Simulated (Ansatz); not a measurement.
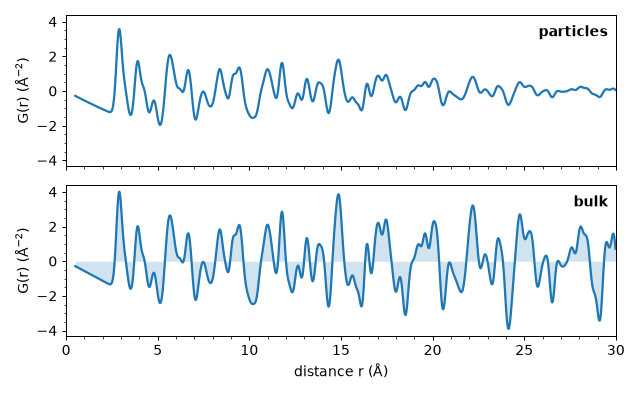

Computed X-ray G(r), with each pair weighted by the product of the atomic numbers (X-ray weights at Q = 0) and a uniform peak width σ = 0.15 Å, for spherical particles of Ga with the bulk structure: the bulk G(r) is multiplied by the envelope of a sphere of diameter D, 1 − 3r/2D + r³/2D³, with no surface relaxation. The number density is 0.0452 atoms per Å³. Basis of the simulation: coordinates from a relaxation with DFT, BLYP, plane waves (420 eV) with PAW, scalar-relativistic (Ansatz 0.2.0); the starting structure was generated, so it need not be a known form of this composition.

How large are the particles?

About 40 Å: the amplitude is half of the bulk value at r ≈ 13.9 Å.

Roughly how many atoms does one particle hold?

About 1500 (number density 0.0452 Å⁻³ times πD³/6).
